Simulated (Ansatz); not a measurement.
# Bands, cutoff and cost in G0W0 for MoS2 (layers cut from the bulk crystal)

Wanted: a G0W0 gap for MoS2 (layers cut from the bulk crystal) that is converged in bands and cutoff, or an estimate of the limit.

Program: Ansatz 0.2.0. Level of theory: G0W0 on PBEsol, plane waves, PAW. Results are calculated unless marked as measured.

### Step 1. The starting structure

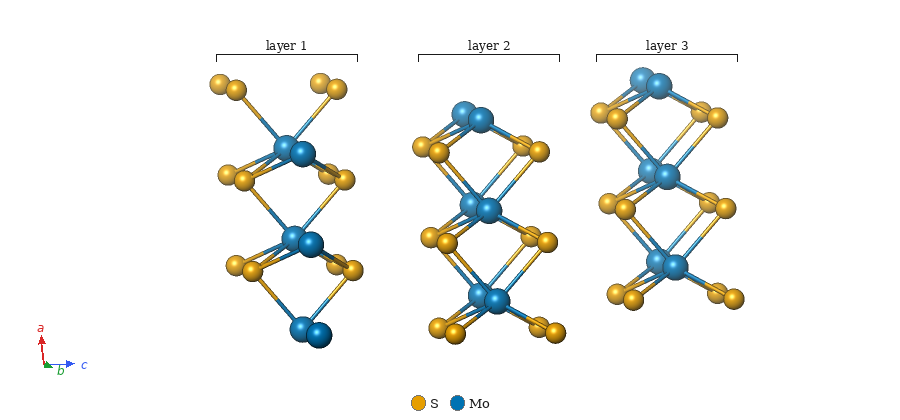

Start, viewed from the side, with the c axis across the page; sulfur orange, molybdenum blue. 3×2×1 cells are drawn. Bonds to atoms that aren't drawn are left out.

The cell holds 9 atoms: 6 S and 3 Mo. Its edges and angles: a = 3.116 Å, b = 3.116 Å, c = 52.600 Å, α = 90.0°, β = 90.0°, γ = 120.0°. It derives from MoS2. Regions: layer 1, 3 atoms (2 S and 1 Mo); layer 2, 3 atoms (2 S and 1 Mo); layer 3, 3 atoms (2 S and 1 Mo). Vacuum lies along c.

The structure was relaxed with PBEsol-D3(BJ). The runs that relaxed it are not among those shown. The default PAW set here is soft_2. Its files were made with PBE. The Coulomb interaction is cut off across the vacuum.

### Step 2. 235 empty bands, screening to 38 eV

G0W0 replaces the xc potential by the self-energy, built once from these orbitals. Only a window of levels is corrected, while the sums run over the empty bands that the input names.

input.yaml reads:

```yaml
crystal:
  lattice:
    - [3.1158716118, 0.0, 0.0]
    - [-1.5579358059, 2.6984239707, 0.0]
    - [0.0, 0.0, 52.6]
  atoms:
    - { symbol: S, position: [0.75, 0.25, 0.3600360148] }
    - { symbol: Mo, position: [0.0833333333, 0.9166666667, 0.3897436905] }
    - { symbol: S, position: [0.75, 0.25, 0.4194346753] }
    - { symbol: S, position: [0.0833333333, 0.9166666667, 0.4703538471] }
    - { symbol: Mo, position: [0.4166666667, 0.5833333333, 0.4999636025] }
    - { symbol: S, position: [0.0833333333, 0.9166666667, 0.529649471] }
    - { symbol: S, position: [0.4166666667, 0.5833333333, 0.5805773126] }
    - { symbol: Mo, position: [0.75, 0.25, 0.6102250258] }
    - { symbol: S, position: [0.4166666667, 0.5833333333, 0.6399639852] }
  periodic: [true, true, false]
kpoints:
  mp_grid: { grid: [9, 9, 1] }
hamiltonian:
  xc: pbesol
scf:
  occupations: { method: fixed }
gw:
  n_empty_bands: 235
  ecut_chi: 38
  qp_bands: [v3, c3]
  qp_kpoints: band_edges
  screening: { model: contour_deformation }
```

Run with:

```sh
ansatz run input.yaml --threads 3 --pin off --max-ram 92160MiB --backend cuda --events-out ev --progress --plain --runs-dir out --devices 1 --max-vram 13GiB
```

Numbers of over 12 decimals in the logs are rounded to 6 here.

Output:

```text
GPUs: using 1 of 1 available (devices: 1).
Engine: ansatz 0.2.0, x86_64-unknown-linux-gnu
Pseudopotentials: kind: paw
Pseudopotential: S, paw, valence charge 6, recommended cutoff 420 eV (normal), S.paw.azcp
Pseudopotential: Mo, paw, valence charge 14, recommended cutoff 420 eV (normal), Mo.paw.azcp
Functional definition: PBEsol
  exchange = pbesol_x
  correlation = pbesol_c
device memory: the entry about to start is reckoned to put 4.6 GiB on a device that reports 38.1 GiB free (of which the cap on the GPU budget leaves the run 13.0 GiB)
GPU FFT provider: cuFFT
GPU libraries: cuBLAS 13.8.2, cuFFT 12.4.0, cuSOLVER 12.3.4
Crystal: 9 atoms, lattice volume = 442.258 Å³
Basis set: ecut = 420 eV, 8587 PW (Γ)
Bands: 48, of which v1, the nominal top of the filled ones, is band 39 counted from 1 (38 counted from 0)
Symmetry: 6 space group operations
Space group: P3m1 (ITA 156), of the structure as read, at distance tolerance 7.6e-5 Å
k-points: 12 of 81 (time reversal used)
Non-local potential: S, projectors of the file, l = 0: 2, l = 1: 2, l = 2: 2
Non-local potential: Mo, projectors of the file, l = 0: 3, l = 1: 2, l = 2: 2, l = 3: 1
PAW form: soft (Blöchl's): semilocal exchange-correlation on the pseudo side does not see the compensation charge
PAW frozen core: S, regenerated for the run's functional, and the local potential with it (the file was generated under x = pbe(κ = 0.804, μ = 0.219515), c = pbe(β = 0.066725))
PAW frozen core: Mo, regenerated for the run's functional, and the local potential with it (the file was generated under x = pbe(κ = 0.804, μ = 0.219515), c = pbe(β = 0.066725))
PAW one-centre angular grid: S, 110 points (default); XC on 64 Gauss nodes
PAW one-centre angular grid: Mo, 590 points (default); XC on 64 Gauss nodes
Initial density: superposition of atomic densities (neutral atoms: chi_scale 0, normalization atom), corrected by the library's trained network
Initial wavefunctions: pseudopotential atomic-orbital guess
GPU buffer pool allocated for 207360 grid points (all kernels)
GPU transforms: local potential and band sums: pruned to the plane-wave sphere, on 24×24×360
Functional: x = pbesol(κ = 0.804, μ = 0.123457), c = pbesol(β = 0.046)
SCF iter   1: F=—  HF=-20010.372468 eV  |F-HF|=—  |Δ(HF+E_count)|=         —  Δρ=4.21e-3  dr2=1.96e-1  ethr=1.77e-3  ⟨swp⟩=7.2  Hψ=3155  notcnv=0  defer=74
preconditioner: auto → Resta (q_TF=auto, 2.043 Å⁻¹)  ε∞=3.6  [insulator: Δε(μ)=0.766 eV  Ē_g=7.974 eV  n_scr=34 (ndim 8)  ℏωp=13.0 eV  f_vac=0.653  ε∞_Penn≈3.6  vacuum switching on, ρ_ref=4.6e-3 e/Å³]
SCF iter   2: F=—  HF=-20010.381002 eV  |F-HF|=—  |Δ(HF+E_count)|=   8.53e-3  Δρ=2.83e-3  dr2=1.43e-1  ethr=2.51e-4  ⟨swp⟩=4.5  Hψ=1443  notcnv=0  defer=83
SCF iter   3: F=—  HF=-20010.370218 eV  |F-HF|=—  |Δ(HF+E_count)|=   1.08e-2  Δρ=1.66e-3  dr2=6.90e-3  ethr=1.83e-4  ⟨swp⟩=3.2  Hψ=798  notcnv=0  defer=84
SCF iter   4: F=—  HF=-20010.373869 eV  |F-HF|=—  |Δ(HF+E_count)|=   3.65e-3  Δρ=4.84e-4  dr2=1.97e-3  ethr=8.84e-6  ⟨swp⟩=3.8  Hψ=1617  notcnv=0  defer=84
SCF iter   5: F=—  HF=-20010.373759 eV  |F-HF|=—  |Δ(HF+E_count)|=   1.10e-4  Δρ=1.75e-4  dr2=1.81e-4  ethr=2.52e-6  ⟨swp⟩=2.4  Hψ=876  notcnv=0  defer=84
SCF iter   6: F=—  HF=-20010.373777 eV  |F-HF|=—  |Δ(HF+E_count)|=   1.78e-5  Δρ=5.94e-5  dr2=5.46e-5  ethr=2.33e-7  ⟨swp⟩=3.2  Hψ=1291  notcnv=0  defer=84
SCF iter   7: F=—  HF=-20010.373780 eV  |F-HF|=—  |Δ(HF+E_count)|=   2.72e-6  Δρ=3.41e-5  dr2=2.40e-5  ethr=7.00e-8  ⟨swp⟩=2.9  Hψ=1018  notcnv=0  defer=84
SCF iter   8: F=—  HF=-20010.373779 eV  |F-HF|=—  |Δ(HF+E_count)|=   1.21e-6  Δρ=2.04e-5  dr2=2.86e-6  ethr=3.08e-8  ⟨swp⟩=2.6  Hψ=804  notcnv=0  defer=84
SCF iter   9: F=—  HF=-20010.373780 eV  |F-HF|=—  |Δ(HF+E_count)|=   1.17e-6  Δρ=1.01e-5  dr2=1.59e-6  ethr=3.66e-9  ⟨swp⟩=3.1  Hψ=1237  notcnv=0  defer=84
SCF iter  10: F=—  HF=-20010.373780 eV  |F-HF|=—  |Δ(HF+E_count)|=   1.65e-7  Δρ=4.52e-6  dr2=3.61e-7  ethr=2.04e-9  ⟨swp⟩=2.8  Hψ=889  notcnv=0  defer=84
SCF iter  11: F=-20010.373780 eV  HF=-20010.373780 eV  |F-HF|=2.32e-8  |Δ(HF+E_count)|=   4.50e-9  Δρ=1.75e-6  dr2=4.32e-8  ethr=1.28e-10  ⟨swp⟩=17.6  Hψ=3052  notcnv=0
SCF 1 converged in 11 iterations: F = -20010.373780 eV  dr2 = 4.32e-8
  greatest PAW one-centre occupation: 0.999 electrons in one spin orbital (limit 2), on the Mo atom at site 4 (counted from 0), in its partial waves of l = 0
device memory: the entry about to start is reckoned to put 5.6 GiB (of the 5.7 GiB reckoned in all, the device holds 0.1 GiB already) on a device that reports 38.0 GiB free (of which the cap on the GPU budget leaves the run 12.9 GiB)
NSCF: frozen V_eff on 12 k-points
the band table was solved once the SCF had ended and its energy, with any forces and stress, was formed, with the checks that follow a solve (3027 applications of the Hamiltonian). They found nothing against the state; the energy, forces and stress were not computed again (output.eigenvalues in the input reference)
device memory: the entry about to start is reckoned to put 6.1 GiB on a device that reports 38.1 GiB free (of which the cap on the GPU budget leaves the run 13.0 GiB)
NSCF: frozen V_eff on 12 k-points
G₀W₀ screening: q 1/12
[... further progress lines ...]
device memory: the entry about to start is reckoned to put 1.4 GiB on a device that reports 33.9 GiB free (of which the cap on the GPU budget leaves the run 13.0 GiB)
NSCF: frozen V_eff on 1 k-points
SCF converged after 11 iterations
Free energy (F): -20010.373780 eV
Harris-Foulkes:  -20010.373780 eV  (|F-HF|=2.32e-8)
Internal energy: -20010.373780 eV  (E = F + TS)
E sigma→0 (E₀):  -20010.373780 eV
Fermi energy:    -5.071184 eV
--- Per-component energies (eV) ---
  E_band       = -1732.844098
  E_kinetic    = 1975.535394
  E_local      = -497652.929639  (includes V_loc(G=0)·N_el)
  E_nonlocal   = 604.822199
  E_hartree    = 247510.863279
  E_xc         = -1129.794329
  E_vxc        = -1217.382360  (∫ρ·V_xc dr)
  E_paw        = -12936.068220  (= ΣΔE_a)
  E_vpaw       = -464.620046  (= ΣTr[D̂ρ^β])
  E_aug_tail   = 0.000097  (compensation charges beyond the density's cutoff)
  E_ewald      = 241616.197845
  E_core_change = 0.999594  (= ΣΔE_core)
  E_smearing   = -0.000000  (= −TS)
  E_closure    = -0.000000  (closes the sum)
  Σ components = -20010.373780   (vs F -20010.373780, Δ=0.00e0)
--- Band table (eV; the first three rows and the last of 12) ---
  k-point 0: bands = [... 35 lower, -6.9161, -6.4019, -5.4350, -5.0712, -3.1769, -3.1769, -3.0621, -3.0621, ... 5 higher]
  k-point 1: bands = [... 35 lower, -6.6540, -6.3932, -5.6964, -5.4969, -3.3452, -3.3116, -3.2147, -3.1879, ... 5 higher]
  k-point 2: bands = [... 35 lower, -6.8646, -6.7181, -6.5325, -6.3896, -3.9791, -3.6760, -3.5873, -3.4012, ... 5 higher]
  k-point 11: bands = [... 35 lower, -7.9720, -6.0682, -5.9526, -5.8177, -4.1660, -4.0769, -3.9454, -3.1246, ... 5 higher]
--- G₀W₀: contour deformation, 7 samples at zero and on the imaginary axis and 2 off it, 81 q-points, 235 empty bands' worth ---
  eigenvalues of the whole cell's RPA ε∞ on this k-mesh (on a slab, of 1 + 4πα/V) = 1.2901, 6.0375, 6.0375; static W/v taken at q = 0 is 0.306885
  bands read: the sum over 274 bands ends inside a degenerate multiplet in 1 slot, whose members it reads at an even weight; the widest, k=0: bands 274 to 275 (counted from 1) at 1/2 each
  gw.qp_kpoints: band_edges: 10 of 12 stored k-points solved, in 1 pass; an edge of the gap read off the rows below is read off those points alone
    valence top: of the k-points left out ik 8 came nearest to being solved in a further pass, in band 39 (counted from 1, as in the quasiparticle table): it holds the edge there only if its correction is more favourable than any solved in that band by at least 1.095 eV; those differ by 0.196 eV
    conduction bottom: of the k-points left out ik 4 came nearest to being solved in a further pass, in band 40 (counted from 1, as in the quasiparticle table): it holds the edge there only if its correction is more favourable than any solved in that band by at least 0.616 eV; those differ by 0.223 eV
    ik  band        ε_KS         Σx   Σc(E_QP)       V_xc       Z   E_QP_lin       E_QP  E_QP is
     0    37     -6.4019   -18.6534     1.5577   -17.5009  0.7397    -5.9996    -5.9966  root
     0    38     -5.4350   -19.1623     1.4074   -18.2176  0.7536    -4.9748    -4.9722  root
     0    39     -5.0712   -19.5613     1.0406   -19.0927  0.7532    -4.5024    -4.4992  root
     0    40     -3.1769   -13.7595    -3.6036   -18.4299  0.7492    -2.0804    -2.1101  root
     0    41     -3.1769   -13.7595    -3.6036   -18.4299  0.7492    -2.0804    -2.1101  root
     0    42     -3.0621   -13.7319    -3.6558   -18.4546  0.7476    -1.9646    -1.9952  root
     1    37     -6.3932   -18.7918     1.6572   -17.5249  0.7411    -6.0056    -6.0030  root
     1    38     -5.6964   -19.1877     1.5374   -18.0945  0.7528    -5.2547    -5.2521  root
     1    39     -5.4969   -19.3911     1.2703   -18.6432  0.7519    -4.9778    -4.9746  root
     1    40     -3.3452   -13.5716    -3.6347   -18.2250  0.7423    -2.2971    -2.3265  root
     1    41     -3.3116   -13.8910    -3.6753   -18.6279  0.7484    -2.2207    -2.2500  root
     1    42     -3.2147   -13.8181    -3.6715   -18.5355  0.7501    -2.1405    -2.1688  root
     2    37     -6.7181   -18.9992     1.8811   -17.4915  0.7398    -6.3473    -6.3447  root
     2    38     -6.5325   -19.2137     1.7037   -17.9611  0.7442    -6.0849    -6.0815  root
     2    39     -6.3896   -19.3022     1.6932   -18.0612  0.7431    -5.9408    -5.9373  root
     2    40     -3.9791   -13.6493    -3.4516   -18.0790  0.7515    -2.9794    -3.0009  root
     2    41     -3.6760   -13.7325    -3.5506   -18.2888  0.7478    -2.6449    -2.6702  root
     2    42     -3.5873   -14.3692    -3.4601   -18.8760  0.7436    -2.5119    -2.5406  root
     3    37     -7.0669   -19.6350     2.4010   -17.5629  0.7412    -6.7401    -6.7379  root
     3    38     -6.9732   -18.9718     1.8570   -17.5317  0.7417    -6.5596    -6.5562  root
     3    39     -6.8384   -18.9710     1.8248   -17.5536  0.7390    -6.4339    -6.4309  root
     3    40     -3.8385   -14.2896    -3.7190   -19.0711  0.7460    -2.7476    -2.7759  root
     3    41     -3.7418   -15.3907    -3.6879   -20.2398  0.7404    -2.5443    -2.5805  root
     3    42     -3.5934   -15.4103    -3.7201   -20.2898  0.7399    -2.3967    -2.4340  root
[...]
10    41     -3.7391   -15.8616    -3.5529   -20.5738  0.7414    -2.5447    -2.5797  root
    10    42     -3.5710   -16.0587    -3.5942   -20.8326  0.7383    -2.3528    -2.3913  root
    11    37     -6.0682   -19.2237     0.9480   -18.8678  0.7459    -5.4803    -5.4760  root
    11    38     -5.9526   -19.2748     0.9548   -18.9455  0.7512    -5.3313    -5.3271  root
    11    39     -5.8177   -19.2867     0.9402   -18.9500  0.7458    -5.2187    -5.2142  root
    11    40     -4.1660   -16.1636    -3.3265   -20.6756  0.7436    -2.9484    -2.9804  root
    11    41     -4.0769   -16.1839    -3.3119   -20.6692  0.7485    -2.8733    -2.9035  root
    11    42     -3.9454   -16.1758    -3.3119   -20.6746  0.7435    -2.7258    -2.7584  root
```

Wall time 96 s (1 × NVIDIA H100 80GB HBM3 (shared by 6 runs) with 3 threads of AMD EPYC 7R13 (Zen 3), shared host); peak memory 1.8 GiB; 2.6 min of CPU time.

This step gave:

```yaml
bands_summed: 274
plane_waves_in_the_screening_matrix: 263
q_points_in_the_mesh: 81
g0w0_gap_on_the_mesh: 1.234 eV
k_of_the_valence_top: 0, 0, 0
k_of_the_conduction_bottom: 0.1111, 0.2222, 0
starting_gap_on_the_mesh: 0.8211 eV
z_at_the_valence_top: 0.7532
z_at_the_conduction_bottom: 0.7540
least_direct_g0w0_gap_on_the_computed_points: 2.234 eV
```

The gap on the mesh goes from 0.82 eV to 1.23 eV, a correction of +0.41 eV. Between the two edge states, bare exchange in place of the xc potential would open the gap by 4.79 eV, and correlation takes back 4.38 eV.

### Step 3. 588 empty bands, screening to 70 eV

Another rung: the empty bands reach about as high as the screening cutoff, so the two stay in balance.

Edit input.yaml of step 2 so:

```diff
@@ -22,5 +22,6 @@
   occupations: { method: fixed }
+  convergence: { dr2_threshold: 1.0e-10 }
 gw:
-  n_empty_bands: 235
-  ecut_chi: 38
+  n_empty_bands: 588
+  ecut_chi: 70.0
   qp_bands: [v3, c3]
```

Output:

```text
GPUs: using 1 of 1 available (devices: 1).
[...]
GPU FFT provider: cuFFT
GPU libraries: cuBLAS 13.8.2, cuFFT 12.4.0, cuSOLVER 12.3.4
Crystal: 9 atoms, lattice volume = 442.258 Å³
Basis set: ecut = 420 eV, 8587 PW (Γ)
Bands: 48, of which v1, the nominal top of the filled ones, is band 39 counted from 1 (38 counted from 0)
[... 1 set-up line as in the run before ...]
[...]
k-points: 12 of 81 (time reversal used)
[...]
GPU buffer pool allocated for 207360 grid points (all kernels)
[...]
SCF iter   1: F=—  HF=-20010.372468 eV  |F-HF|=—  |Δ(HF+E_count)|=         —  Δρ=4.21e-3  dr2=1.96e-1  ethr=1.77e-3  ⟨swp⟩=7.2  Hψ=3155  notcnv=0  defer=74
[...]
SCF iter  16: F=-20010.373780 eV  HF=-20010.373780 eV  |F-HF|=6.18e-11  |Δ(HF+E_count)|=  2.36e-10  Δρ=6.01e-8  dr2=2.93e-11  ethr=1.00e-12  ⟨swp⟩=2.2  Hψ=1395  notcnv=0
SCF 1 converged in 16 iterations: F = -20010.373780 eV  dr2 = 2.93e-11
[...]
NSCF: frozen V_eff on 12 k-points
[...]
G₀W₀ screening: q 1/12
[... further progress lines ...]
[...]
SCF converged after 16 iterations
Free energy (F): -20010.373780 eV
[...]
Internal energy: -20010.373780 eV  (E = F + TS)
E sigma→0 (E₀):  -20010.373780 eV
Fermi energy:    -5.070796 eV
[...]
--- Band table (eV; the first three rows and the last of 12) ---
  k-point 0: bands = [... 35 lower, -6.9157, -6.4015, -5.4346, -5.0708, -3.1765, -3.1765, -3.0617, -3.0617, ... 5 higher]
  k-point 1: bands = [... 35 lower, -6.6536, -6.3928, -5.6960, -5.4965, -3.3447, -3.3113, -3.2143, -3.1876, ... 5 higher]
  k-point 2: bands = [... 35 lower, -6.8642, -6.7177, -6.5321, -6.3892, -3.9787, -3.6756, -3.5869, -3.4008, ... 5 higher]
  k-point 11: bands = [... 35 lower, -7.9716, -6.0678, -5.9522, -5.8172, -4.1656, -4.0765, -3.9449, -3.1243, ... 5 higher]
[...]
0    37     -6.4015   -18.6534     1.2465   -17.5009  0.7328    -6.3077    -6.3074  root
     0    38     -5.4346   -19.1623     1.0456   -18.2177  0.7451    -5.3337    -5.3335  root
     0    39     -5.0708   -19.5613     0.6631   -19.0927  0.7443    -4.8767    -4.8763  root
     0    40     -3.1765   -13.7595    -3.9576   -18.4299  0.7406    -2.4517    -2.4637  root
     0    41     -3.1765   -13.7595    -3.9576   -18.4299  0.7406    -2.4517    -2.4637  root
     0    42     -3.0617   -13.7319    -4.0110   -18.4546  0.7391    -2.3376    -2.3500  root
     1    37     -6.3928   -18.7917     1.3408   -17.5248  0.7339    -6.3191    -6.3189  root
     1    38     -5.6960   -19.1877     1.1839   -18.0946  0.7442    -5.6053    -5.6051  root
[...]
11    39     -5.8172   -19.2866     0.5820   -18.9500  0.7383    -5.5726    -5.5719  root
    11    40     -4.1656   -16.1636    -3.7086   -20.6756  0.7354    -3.3479    -3.3621  root
    11    41     -4.0765   -16.1839    -3.6962   -20.6692  0.7403    -3.2754    -3.2875  root
    11    42     -3.9449   -16.1758    -3.6931   -20.6746  0.7354    -3.1258    -3.1392  root
```

It took 3.6 min on 1 × NVIDIA H100 80GB HBM3 (shared by 6 runs) with 3 threads; peak memory 3.2 GiB; 5.6 min of CPU time.

Numbers from this step:

```yaml
bands_summed: 627
plane_waves_in_the_screening_matrix: 587
q_points_in_the_mesh: 81
g0w0_gap_on_the_mesh: 1.289 eV
k_of_the_valence_top: 0, 0, 0
k_of_the_conduction_bottom: 0.1111, 0.2222, 0
starting_gap_on_the_mesh: 0.8211 eV
z_at_the_valence_top: 0.7443
z_at_the_conduction_bottom: 0.7465
least_direct_g0w0_gap_on_the_computed_points: 2.210 eV
```

Against the run with 9×9×1 mesh, 235 empty bands, screening to 38 eV, the gap moves by +0.05 eV.

### Step 4. Convergence and cost

Times are wall times on 1 × NVIDIA H100 80GB HBM3 (shared by 6 runs) with 3 threads of AMD EPYC 7R13 (Zen 3), shared host, good to a factor of about two.

```tsv
mesh	files	frequency	bands summed	cutoff (eV)	start (eV)	G0W0 (eV)	time	host memory (GiB)
9×9×1	default PAW	contour deformation	274	38	0.821	1.234	96 s	1.8
9×9×1	default PAW	contour deformation	627	70	0.821	1.289	3.6 min	3.2
```

The parts of the quasiparticle energy at the two band edges (eV; QP = start + Σx + Σc − Vxc):

```tsv
run	edge	start	Σx	Σc	Vxc	Z	QP
274 bands	valence top	-5.07	-19.56	1.04	-19.09	0.75	-4.50
274 bands	conduction bottom	-4.25	-13.78	-3.34	-18.10	0.75	-3.27
627 bands	valence top	-5.07	-19.56	0.66	-19.09	0.74	-4.88
627 bands	conduction bottom	-4.25	-13.78	-3.66	-18.10	0.75	-3.59
```

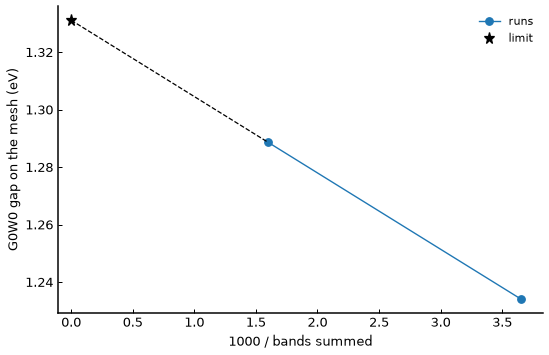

The gap against one over the number of bands; the dashed line carries the two highest rungs to the limit.

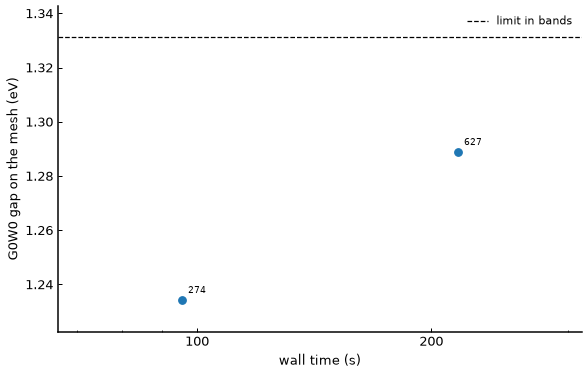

Result against wall time.

### Step 5. Summary of results

```json
{
 "274 bands, 38 eV": "1.234 eV",
 "627 bands, 70 eV": "1.289 eV",
 "estimated limit in bands and cutoff": "1.33 eV",
 "mesh and start": "9×9×1, PBEsol"
}
```

What this shows: A line in one over the bands through the two rungs gives 1.33 eV, +0.04 eV from the top rung; with two points alone it is an unchecked estimate. The rungs stand 0.10 eV (274 bands) and 0.04 eV (627 bands) from it. From 274 to 627 bands the gap moves by +0.05 eV while the time grows 2.3-fold. Σc changes by −0.38 eV at the valence top and −0.32 eV at the conduction bottom, so the levels themselves move more than the gap between them. The 9×9×1 mesh misses a band edge: over a band path and its finer mesh (run apart) the PBEsol gap is 0.75 eV, so the G0W0 gap over the zone may lie about 0.07 eV below its value on the mesh. The mesh in the plane is coarse for a sheet; gap and any exciton binding can still move on denser ones. The many-body steps are scalar-relativistic: spin-orbit coupling is not in them.

[Paths, hosts, dates, memory and timing lines, banners, echoed tables and standing remarks are left out of the program output.]

[Logs are printed without paths, hosts, clocks, repeated set-up lines and the standing remarks that a program may print on its own settings, such as how far it seeks lower states.]

[Runs of the session that timed out or met a known fault of the program may be left out.]

[Cells called generated may have been cut or substituted from an entry of the Crystallography Open Database or the Materials Project.]

[Hosts, paths, dates, database ids (printed as entryN), source tags and the programs' standing remarks are cut or masked in the printed files.]
